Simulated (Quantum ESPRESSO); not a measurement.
# Simulated XPS, UPS and emission spectra of KF, part 3 of 13

What would valence photoemission of KF look like, and what sets its shape?

Quantum ESPRESSO 7.5; DFT, PBE, plane waves, ultrasoft GBRV pseudopotentials, scalar-relativistic (the session's first sound run).

So far. Step 2 (The base run: self-consistent run): At this level the gap is 6.17 eV on the k-mesh of the self-consistent run, which can miss the band edges.

## 4. Projected DOS and spectra

projwfc.x splits the states by atom and shell, which the spectra need, since each shell has its own cross section.

Contents of projwfc.in:

```
&projwfc
  prefix = 'pes'
  outdir = './tmp'
  filpdos = 'pes'
  ngauss = 0
  degauss = 0.00735
  DeltaE = 0.05
  Emin = -23.06
  Emax = 18.94
/
```

Run with:

```console
$ OMP_NUM_THREADS=1 mpirun -n 4 projwfc.x -nk 4 -in projwfc.in > projwfc.out
```

Log:

```text
[banner, memory and clock lines left out]
Program PROJWFC v.7.5 starts

          URL

     ./tmp/pes.save/

     IMPORTANT: XC functional enforced from input :
     Exchange-correlation= PBE
                           (   1   4   3   4   0   0   0)
     Any further DFT definition will be discarded
     Please, verify this is what you really want

     G-vector sticks info

     Gaussian broadening (read from input): ngauss,degauss=   0    0.007350

     Calling projwave ....

  Problem Sizes
  natomwfc =           12
  nbnd     =           16
  nkstot   =          104
  npwx     =         1119
  nkb      =           26

     Atomic states used for projection
     (read from pseudopotential files):

     state #   1: atom   1 (K  ), wfc  1 (l=0 m= 1)
     state #   2: atom   1 (K  ), wfc  2 (l=1 m= 1)
     state #   3: atom   1 (K  ), wfc  2 (l=1 m= 2)
     state #   4: atom   1 (K  ), wfc  2 (l=1 m= 3)
     state #   5: atom   1 (K  ), wfc  3 (l=0 m= 1)
     state #   6: atom   1 (K  ), wfc  4 (l=1 m= 1)
     state #   7: atom   1 (K  ), wfc  4 (l=1 m= 2)
     state #   8: atom   1 (K  ), wfc  4 (l=1 m= 3)
     state #   9: atom   2 (F  ), wfc  1 (l=0 m= 1)
     state #  10: atom   2 (F  ), wfc  2 (l=1 m= 1)
     state #  11: atom   2 (F  ), wfc  2 (l=1 m= 2)
     state #  12: atom   2 (F  ), wfc  2 (l=1 m= 3)

 k =   0.0000000000  0.0000000000  0.0000000000
==== e(   1) =   -24.62569 eV ====
     psi = 0.904*[#   1]+0.094*[#   5]+0.001*[#   9]
    |psi|^2 = 1.000
==== e(   2) =   -17.14300 eV ====
     psi = 0.870*[#   9]+0.109*[#   5]+0.021*[#   1]
    |psi|^2 = 1.000
==== e(   3) =    -7.86653 eV ====
     psi = 0.325*[#   2]+0.325*[#   3]+0.325*[#   4]+0.006*[#   6]+0.006*[#   7]
          +0.006*[#   8]+0.003*[#  10]+0.003*[#  11]+0.003*[#  12]
    |psi|^2 = 1.000
==== e(   4) =    -7.86653 eV ====
     psi = 0.325*[#   2]+0.325*[#   3]+0.325*[#   4]+0.006*[#   6]+0.006*[#   7]
          +0.006*[#   8]+0.003*[#  10]+0.003*[#  11]+0.003*[#  12]
    |psi|^2 = 1.000
==== e(   5) =    -7.86653 eV ====
     psi = 0.325*[#   2]+0.325*[#   3]+0.325*[#   4]+0.006*[#   6]+0.006*[#   7]
          +0.006*[#   8]+0.003*[#  10]+0.003*[#  11]+0.003*[#  12]
    |psi|^2 = 1.000
==== e(   6) =     1.51052 eV ====
     psi = 0.329*[#  10]+0.329*[#  11]+0.329*[#  12]+0.002*[#   2]+0.002*[#   3]
          +0.002*[#   4]+0.002*[#   6]+0.002*[#   7]+0.002*[#   8]
    |psi|^2 = 0.997
==== e(   7) =     1.51052 eV ====
     psi = 0.329*[#  10]+0.329*[#  11]+0.329*[#  12]+0.002*[#   2]+0.002*[#   3]
          +0.002*[#   4]+0.002*[#   6]+0.002*[#   7]+0.002*[#   8]
    |psi|^2 = 0.997
==== e(   8) =     1.51052 eV ====
     psi = 0.329*[#  10]+0.329*[#  11]+0.329*[#  12]+0.002*[#   2]+0.002*[#   3]
          +0.002*[#   4]+0.002*[#   6]+0.002*[#   7]+0.002*[#   8]
    |psi|^2 = 0.997
==== e(   9) =     7.68528 eV ====
     psi = 0.794*[#   5]+0.127*[#   9]+0.075*[#   1]
    |psi|^2 = 0.996
==== e(  10) =    12.20174 eV ====

    |psi|^2 = 0.000
==== e(  11) =    12.20174 eV ====

    |psi|^2 = 0.000
==== e(  12) =    12.20174 eV ====

    |psi|^2 = 0.000
==== e(  13) =    13.83860 eV ====

    |psi|^2 = 0.000
==== e(  14) =    13.83860 eV ====

    |psi|^2 = 0.000
==== e(  15) =    18.38530 eV ====

    |psi|^2 = 0.000
==== e(  16) =    25.80605 eV ====
     psi = 0.188*[#   6]+0.188*[#   7]+0.188*[#   8]+0.004*[#   2]+0.004*[#   3]
          +0.004*[#   4]+0.002*[#  10]+0.002*[#  11]+0.002*[#  12]
    |psi|^2 = 0.581

 k =   0.0505076272  0.0505076272 -0.0505076272
[...]
psi = 0.890*[#   1]+0.069*[#   5]+0.013*[#   6]+0.013*[#   7]+0.013*[#   8]
          +0.001*[#   9]
[...]
psi = 0.870*[#   9]+0.103*[#   5]+0.020*[#   1]+0.002*[#   6]+0.002*[#   7]
          +0.002*[#   8]
[...]
psi = 0.324*[#   2]+0.324*[#   3]+0.324*[#   4]+0.005*[#   6]+0.005*[#   7]
          +0.005*[#   8]+0.004*[#   5]+0.002*[#  10]+0.002*[#  11]+0.002*[#  12]
          +0.001*[#   9]
[...]
psi = 0.325*[#   2]+0.325*[#   3]+0.325*[#   4]+0.006*[#   6]+0.006*[#   7]
          +0.006*[#   8]+0.002*[#  10]+0.002*[#  11]+0.002*[#  12]
[...]
psi = 0.325*[#   2]+0.325*[#   3]+0.325*[#   4]+0.006*[#   6]+0.006*[#   7]
          +0.006*[#   8]+0.002*[#  10]+0.002*[#  11]+0.002*[#  12]
[...]
psi = 0.326*[#  10]+0.326*[#  11]+0.326*[#  12]+0.011*[#   5]+0.002*[#   2]
          +0.002*[#   3]+0.002*[#   4]
[...]
psi = 0.329*[#  10]+0.329*[#  11]+0.329*[#  12]+0.002*[#   2]+0.002*[#   3]
          +0.002*[#   4]+0.001*[#   6]+0.001*[#   7]+0.001*[#   8]
[...]
psi = 0.329*[#  10]+0.329*[#  11]+0.329*[#  12]+0.002*[#   2]+0.002*[#   3]
          +0.002*[#   4]+0.001*[#   6]+0.001*[#   7]+0.001*[#   8]
[...]
psi = 0.713*[#   5]+0.125*[#   9]+0.076*[#   1]+0.023*[#   6]+0.023*[#   7]
          +0.023*[#   8]+0.003*[#  10]+0.003*[#  11]+0.003*[#  12]
[...]
psi = 0.001*[#   6]+0.001*[#   7]+0.001*[#   8]
[...]
psi = 0.008*[#   6]+0.008*[#   7]+0.008*[#   8]
[...]
psi = 0.008*[#   6]+0.008*[#   7]+0.008*[#   8]
[...]
+0.002*[#   2]+0.002*[#   3]+0.002*[#   4]
[...]
k =   0.1010152545  0.1010152545 -0.1010152545
[...]
+0.007*[#   8]
[...]
+0.002*[#   6]+0.002*[#   7]+0.002*[#   8]+0.002*[#  10]+0.002*[#  11]
          +0.002*[#  12]
[...]
+0.006*[#   8]+0.002*[#  10]+0.002*[#  11]+0.002*[#  12]
[...]
+0.006*[#   8]+0.002*[#  10]+0.002*[#  11]+0.002*[#  12]
[...]
+0.003*[#   9]+0.001*[#   2]+0.001*[#   3]+0.001*[#   4]
[...]
+0.002*[#   4]
[...]
+0.002*[#   4]
[...]
+0.072*[#   8]+0.010*[#  10]+0.010*[#  11]+0.010*[#  12]+0.002*[#   2]
          +0.002*[#   3]+0.002*[#   4]
[...]
psi = 0.026*[#   6]+0.026*[#   7]+0.026*[#   8]
[...]
psi = 0.026*[#   6]+0.026*[#   7]+0.026*[#   8]
[...]
+0.003*[#   2]+0.003*[#   3]+0.003*[#   4]
[...]
k =   0.1515228817  0.1515228817 -0.1515228817
[...]
+0.014*[#   8]
[...]
+0.002*[#  10]+0.002*[#  11]+0.002*[#  12]
[...]
+0.006*[#   8]+0.002*[#  10]+0.002*[#  11]+0.002*[#  12]
[...]
+0.001*[#   4]
[...]
+0.002*[#   3]+0.002*[#   4]
[...]
psi = 0.004*[#   6]+0.004*[#   7]+0.004*[#   8]+0.001*[#   5]
[...]
+0.002*[#  10]+0.002*[#  11]+0.002*[#  12]
[...]
psi = 0.004*[#   6]+0.004*[#   7]+0.004*[#   8]+0.001*[#   5]
[...]
+0.002*[#   2]+0.002*[#   3]+0.002*[#   4]
[...]
k =   0.2020305089  0.1010152545 -0.1010152545
[...]
+0.002*[#  10]+0.002*[#  11]+0.002*[#  12]+0.001*[#   6]+0.001*[#   7]
[...]
+0.005*[#   8]+0.001*[#   5]+0.001*[#  10]+0.001*[#  11]+0.001*[#  12]

[...]
+0.002*[#   3]+0.002*[#   4]
[...]
+0.074*[#   1]+0.016*[#  10]+0.016*[#  11]+0.016*[#  12]+0.004*[#   2]
          +0.004*[#   3]+0.004*[#   4]
[...]
+0.003*[#  10]+0.003*[#  11]+0.003*[#  12]
[...]
psi = 0.006*[#   6]+0.006*[#   7]+0.006*[#   8]+0.003*[#   5]
[...]
+0.003*[#   2]+0.003*[#   3]+0.003*[#   4]
[...]
k =   0.2525381361  0.1515228817 -0.1515228817
[...]
psi = 0.840*[#   1]+0.053*[#   6]+0.053*[#   7]+0.053*[#   8]
[...]
+0.001*[#  10]+0.001*[#  11]+0.001*[#  12]
[...]
+0.001*[#   3]+0.001*[#   4]
[...]
+0.007*[#   3]+0.007*[#   4]
[...]
k =   0.3030457634  0.2020305089 -0.2020305089
[...]
psi = 0.326*[#  10]+0.326*[#  11]+0.326*[#  12]+0.003*[#   5]
[...]
+0.009*[#   3]+0.009*[#   4]
[...]
k =   0.3535533906  0.2525381361 -0.2525381361
[...]
k =  -0.3030457634 -0.4040610178  0.4040610178
[...]
+0.002*[#   3]+0.002*[#   4]
[...]
+0.011*[#   7]+0.011*[#   8]
[...]
k =  -0.2525381361 -0.3535533906  0.3535533906
[...]
psi = 0.838*[#   1]+0.054*[#   6]+0.054*[#   7]+0.054*[#   8]
[...]
psi = 0.011*[#   5]+0.004*[#   6]+0.004*[#   7]+0.004*[#   8]
[...]
psi = 0.011*[#   6]+0.011*[#   7]+0.011*[#   8]+0.004*[#   5]
[...]
psi = 0.003*[#   6]+0.003*[#   7]+0.003*[#   8]+0.001*[#   5]
[...]
psi = 0.834*[#   1]+0.055*[#   6]+0.055*[#   7]+0.055*[#   8]
[...]
psi = 0.327*[#  10]+0.327*[#  11]+0.327*[#  12]
[...]
psi = 0.002*[#  10]+0.002*[#  11]+0.002*[#  12]
[...]
psi = 0.327*[#  10]+0.327*[#  11]+0.327*[#  12]
[...]
psi = 0.328*[#  10]+0.328*[#  11]+0.328*[#  12]
[...]
psi = 0.836*[#   1]+0.054*[#   6]+0.054*[#   7]+0.054*[#   8]
[...]
psi = 0.328*[#  10]+0.328*[#  11]+0.328*[#  12]
[...]
psi = 0.012*[#   6]+0.012*[#   7]+0.012*[#   8]
[...]
psi = 0.835*[#   1]+0.055*[#   6]+0.055*[#   7]+0.055*[#   8]
[...]
k =   0.3535533906  0.0505076272 -0.0505076272
[...]
psi = 0.018*[#   6]+0.018*[#   7]+0.018*[#   8]
[...]
k =   0.4040610178  0.1010152545 -0.1010152545
[...]
+0.004*[#  10]+0.004*[#  11]+0.004*[#  12]+0.002*[
[... cut ...]
[#   5]+0.149*[#   6]+0.149*[#   7]+0.149*[#   8]+0.091*[#   9]
[...]
k =   0.4545686450  0.1515228817 -0.0505076272
[...]
+0.005*[#  11]+0.005*[#  12]+0.002*[#   1]
[...]
k =  -0.2020305089 -0.5050762723  0.6060915267
[...]
+0.003*[#  10]+0.003*[#  11]+0.003*[#  12]
[...]
k =  -0.1515228817 -0.4545686450  0.5555838995
[...]
+0.002*[#   3]+0.002*[#   4]+0.001*[#   5]
[...]
+0.005*[#  10]+0.005*[#  11]+0.005*[#  12]
[...]
+0.002*[#   2]+0.002*[#   3]+0.002*[#   4]
[...]
k =  -0.1010152545 -0.4040610178  0.5050762723
[...]
+0.001*[#   3]+0.001*[#   4]
[...]
+0.010*[#  11]+0.010*[#  12]+0.004*[#   5]+0.002*[#   2]+0.002*[#   3]
          +0.002*[#   4]
[...]
+0.003*[#  12]
[...]
+0.001*[#   7]+0.001*[#   8]
[...]
+0.007*[#  10]+0.007*[#  11]+0.007*[#  12]+0.004*[#   9]
[...]
+0.006*[#   9]+0.002*[#  10]+0.002*[#  11]+0.002*[#  12]
[...]
k =  -0.0505076272 -0.3535533906  0.4545686450
[...]
+0.002*[#   1]+0.002*[#   2]+0.002*[#   3]+0.002*[#   4]
[...]
+0.006*[#  12]+0.003*[#   6]+0.003*[#   7]+0.003*[#   8]+0.003*[#   9]

[...]
+0.004*[#   6]+0.004*[#   7]+0.004*[#   8]+0.002*[#  10]+0.002*[#  11]
          +0.002*[#  12]
[...]
+0.005*[#   8]+0.001*[#   9]
[...]
+0.011*[#   7]+0.011*[#   8]+0.003*[#   1]+0.002*[#   2]+0.002*[#   3]
          +0.002*[#   4]+0.001*[#   9]
[...]
+0.001*[#   4]
[...]
+0.014*[#   8]+0.005*[#   2]+0.005*[#   3]+0.005*[#   4]
[...]
+0.023*[#  10]+0.023*[#  11]+0.023*[#  12]+0.010*[#   1]+0.004*[#   2]
          +0.004*[#   3]+0.004*[#   4]
[...]
+0.009*[#  11]+0.009*[#  12]+0.002*[#   2]+0.002*[#   3]+0.002*[#   4]
          +0.001*[#   1]
[...]
+0.012*[#   9]
[...]
+0.001*[#  12]
[...]
+0.005*[#  11]+0.005*[#  12]
[...]
+0.005*[#  10]+0.005*[#  11]+0.005*[#  12]
[...]
+0.002*[#   9]+0.001*[#  10]+0.001*[#  11]+0.001*[#  12]
[...]
+0.001*[#  10]+0.001*[#  11]+0.001*[#  12]
[...]
k =  -0.0000000000 -0.3030457634  0.4040610178
[...]
psi = 0.905*[#   9]+0.023*[#   6]+0.023*[#   7]+0.023*[#   8]+0.013*[#   5]
          +0.005*[#   1]+0.002*[#   2]+0.002*[#   3]+0.002*[#   4]
    |psi|^2 = 0.999
==== e(   3) =    -8.11264 eV ====
     psi = 0.322*[#   2]+0.322*[#   3]+0.322*[#   4]+0.006*[#  10]+0.006*[#  11]
          +0.006*[#  12]+0.005*[#   6]+0.005*[#   7]+0.005*[#   8]
    |psi|^2 = 1.000
==== e(   4) =    -8.08740 eV ====
     psi = 0.321*[#   2]+0.321*[#   3]+0.321*[#   4]+0.013*[#   9]+0.010*[#   5]
          +0.003*[#   6]+0.003*[#   7]+0.003*[#   8]
    |psi|^2 = 1.000
==== e(   5) =    -7.91514 eV ====
     psi = 0.328*[#   2]+0.328*[#   3]+0.328*[#   4]+0.005*[#   6]+0.005*[#   7]
          +0.005*[#   8]
    |psi|^2 = 1.000
==== e(   6) =     0.92094 eV ====
     psi = 0.301*[#  10]+0.301*[#  11]+0.301*[#  12]+0.041*[#   5]+0.011*[#   6]
          +0.011*[#   7]+0.011*[#   8]+0.005*[#   1]+0.003*[#   9]+0.002*[#   2]
          +0.002*[#   3]+0.002*[#   4]
    |psi|^2 = 0.990
==== e(   7) =     1.19585 eV ====
     psi = 0.327*[#  10]+0.327*[#  11]+0.327*[#  12]
    |psi|^2 = 0.983
==== e(   8) =     1.38389 eV ====
     psi = 0.317*[#  10]+0.317*[#  11]+0.317*[#  12]+0.011*[#   6]+0.011*[#   7]
          +0.011*[#   8]+0.004*[#   2]+0.004*[#   3]+0.004*[#   4]
    |psi|^2 = 0.996
==== e(   9) =    10.68397 eV ====
     psi = 0.188*[#   5]+0.170*[#   6]+0.170*[#   7]+0.170*[#   8]+0.066*[#   9]
          +0.029*[#   1]+0.025*[#  10]+0.025*[#  11]+0.025*[#  12]+0.007*[#   2]
          +0.007*[#   3]+0.007*[#   4]
    |psi|^2 = 0.886
==== e(  10) =    11.23815 eV ====
     psi = 0.112*[#   6]+0.112*[#   7]+0.112*[#   8]+0.006*[#  10]+0.006*[#  11]
          +0.006*[#  12]+0.003*[#   2]+0.003*[#   3]+0.003*[#
```

Run time: 1.4 s. Hardware: 4 MPI ranks of Intel Xeon Platinum 8559C (Emerald Rapids), shared host.

Numbers from this step:

| Property | Result |
| --- | --- |
| zero of energy | valence-band maximum |
| gap from the DOS mesh | 6.175 eV |
| share of occupied states in no projected shell | 0.0039 of the occupied states in the window |

The DOS has structure finer than the step of the table below, so its rows give means over 2 eV, whole bins alone (the curve runs from -20.5 to 16.0 eV). Peaks (eV: height): total -18.7: 10.3, -9.5: 16.6, -0.2: 14.4, 11.8: 3.57; K 3p -9.5: 16.1; F 2p -0.2: 13.8; K 4p -18.7: 0.639, 9.4: 0.834, 10.1: 1.08, 11.3: 0.487; K 4s -18.7: 0.223, 9.2: 0.504, 14.8: 0.523, 15.5: 0.494.

The DOS by E, zero at the valence-band maximum; means over each step; values in states/eV/cell:

| E (eV) | total | K 3p | F 2p | K 4p | K 4s | F 2s |
| --- | --- | --- | --- | --- | --- | --- |
| -18 | 1.000 | 0.00452 | 2.9e-4 | 0.0624 | 0.0215 | 0.911 |
| -16 | 0 | 0 | 0 | 0 | 0 | 0 |
| -14 | 0 | 0 | 0 | 0 | 0 | 0 |
| -12 | 0 | 0 | 0 | 0 | 0 | 0 |
| -10 | 3.00 | 2.91 | 0.0279 | 0.0458 | 0.00809 | 0.0106 |
| -8 | 0 | 0 | 0 | 0 | 0 | 0 |
| -6 | 0 | 0 | 0 | 0 | 0 | 0 |
| -4 | 0 | 0 | 0 | 0 | 0 | 0 |
| -2 | 3.9e-5 | 0 | 3.4e-5 | 0 | 3.9e-6 | 0 |
| 0 | 3.00 | 0 | 2.84 | 0.0879 | 0.0418 | 0.00185 |
| 2 | 0 | 0 | 0 | 0 | 0 | 0 |
| 4 | 0 | 0 | 0 | 0 | 0 | 0 |
| 6 | 0.0299 | 0 | 7.9e-4 | 0.00584 | 0.0195 | 0.00358 |
| 8 | 0.495 | 0 | 0.0232 | 0.139 | 0.125 | 0.0272 |
| 10 | 1.52 | 0 | 0.0501 | 0.574 | 0.153 | 0.0328 |
| 12 | 1.95 | 0 | 0.0161 | 0.215 | 0.0368 | 0.00520 |
| 14 | 1.98 | 0 | 0.0158 | 0.129 | 0.125 | 0.00287 |

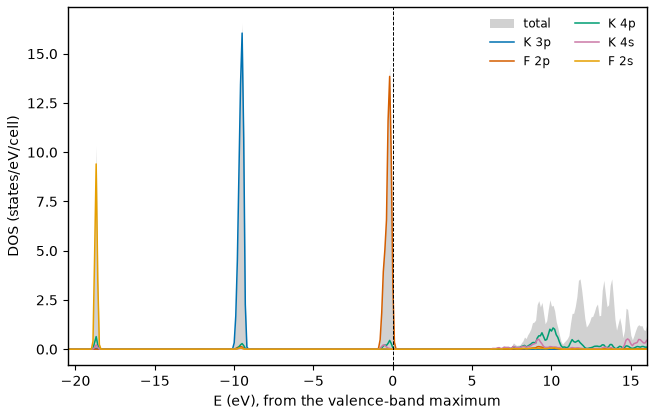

DOS against E.

This run's widths, added to any smearing of the DOS itself: Gaussian 0.1 eV, Lorentzian 0.05 eV plus 0.08 an eV of depth. Intensity against binding energy, zero at the valence-band maximum; values in % of the maximum within 13 eV:

| binding energy (eV) | 21.2 eV | 40.8 eV | 1486.7 eV | 5414.7 eV |
| --- | --- | --- | --- | --- |
| 0 | 38.9 | 38.9 | 12.0 | 6.20 |
| 2 | 0.216 | 0.230 | 0.479 | 0.562 |
| 4 | 0.0433 | 0.0681 | 0.722 | 0.856 |
| 6 | 0.0181 | 0.0740 | 1.60 | 1.78 |
| 8 | 0.00987 | 0.271 | 7.46 | 7.69 |
| 10 | - | 1.96 | 54.4 | 54.7 |
| 12 | - | 0.131 | 3.60 | 4.27 |
| 14 | - | 0.0732 | 2.03 | 3.38 |
| 16 | - | 0.125 | 3.60 | 7.50 |
| 18 | - | 0.787 | 23.2 | 51.5 |
| 20 | - | 0.380 | 11.2 | 24.8 |

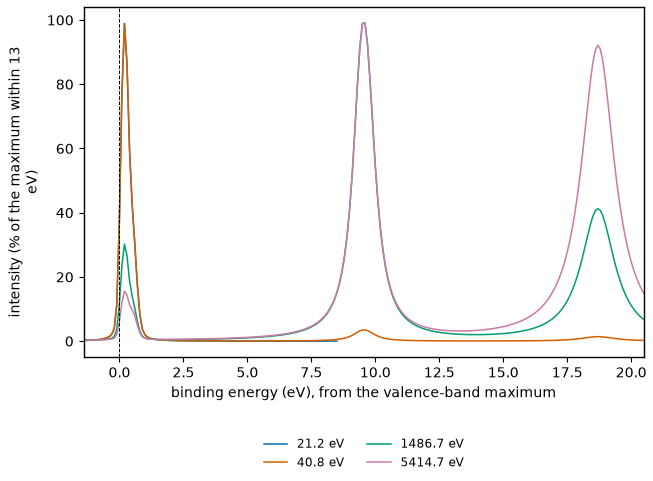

Intensity against binding energy.

Maxima picked by a test of local sharpness, so broad peaks and shoulders can be missing; peaks within 0.45 eV of a curve's cut are left out. Valence peaks, by row:

| photon energy (eV) | binding energy (eV) | height (% of the maximum within 13 eV) | main shell | its share (%) |
| --- | --- | --- | --- | --- |
| 21.2 | 0.2205 | 100 | F 2p | 99.94 |
| 40.8 | 0.2205 | 100 | F 2p | 99.97 |
| 1487 | 18.72 | 41.32 | F 2s | 99.04 |
| 1487 | 9.571 | 100 | K 3p | 98.68 |
| 1487 | 0.2205 | 30.55 | F 2p | 97.42 |
| 5415 | 18.72 | 92.21 | F 2s | 99.37 |
| 5415 | 9.571 | 100 | K 3p | 97.21 |
| 5415 | 0.2205 | 15.83 | F 2p | 90.21 |

The intensity, F K has structure finer than the step of the table below, so its rows give means over 2 eV, whole bins alone (the curve runs from -20.5 to 1.40 eV). Peaks (eV: height): -0.3: 99.0.

Shapes are the site's partial DOS without matrix elements, which overweights lines from ligand s bands. Table of intensity, F K by emission energy less the core level's binding energy, zero at the valence-band maximum; means over each step:

| emission energy less the core level's binding energy (eV) | intensity, F K (% of the unpolarised maximum) |
| --- | --- |
| -18 | 0.0155 |
| -16 | 0.0183 |
| -14 | 0.0269 |
| -12 | 0.0570 |
| -10 | 0.345 |
| -8 | 0.138 |
| -6 | 0.124 |
| -4 | 0.286 |
| -2 | 2.63 |
| 0 | 42.7 |

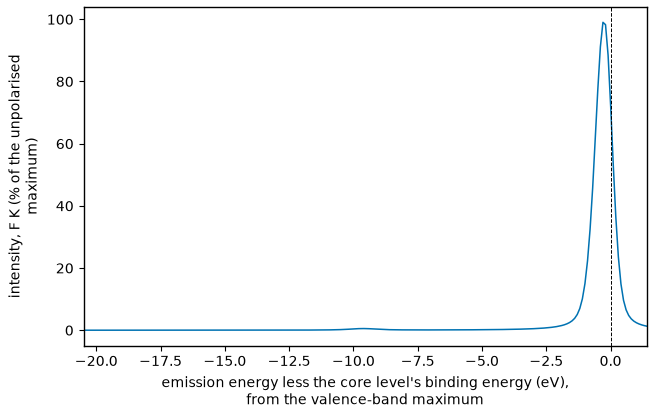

Intensity, F K against emission energy less the core level's binding energy.

Window up to 16.0 eV. Shell moments, by row:

| element | shell | occupied states an atom | centre of occupied part (eV) | rms width of occupied part (eV) | centre up to the window's top (eV) | rms width up to the window's top (eV) |
| --- | --- | --- | --- | --- | --- | --- |
| K | 4s | 0.1428 | -7.018 | 8.154 | 10.13 | 6.947 |
| K | 3p | 5.829 | -9.575 | 0.3873 | -9.575 | 0.3873 |
| K | 4p | 0.3923 | -8.321 | 7.97 | 7.911 | 7.69 |
| F | 2s | 1.847 | -18.56 | 1.265 | -16.52 | 7.392 |
| F | 2p | 5.741 | -0.3777 | 0.9537 | 0.03029 | 2.314 |

Shapes are the site's partial DOS without matrix elements, which overweights lines from ligand s bands. Emission peaks, by row:

| line | energy (eV) | height (%) |
| --- | --- | --- |
| F K | -0.2705 | 100 |

[end of part 3 of 13]

[Logs are printed without paths, hosts, clocks, repeated set-up lines and the standing remarks that a program may print on its own settings, such as how far it seeks lower states.]

[Hosts, paths, dates, database ids (printed as entryN), source tags and the programs' standing remarks are cut or masked in the printed files.]

[Maps of the electrostatic potential energy from Ansatz leave out the sawtooth potential of an applied field or a dipole correction, so their vacuum need not be flat; work functions include it.]

[Peak lists hold at most the 14 tallest peaks of each spectrum; further lines can be left out.]
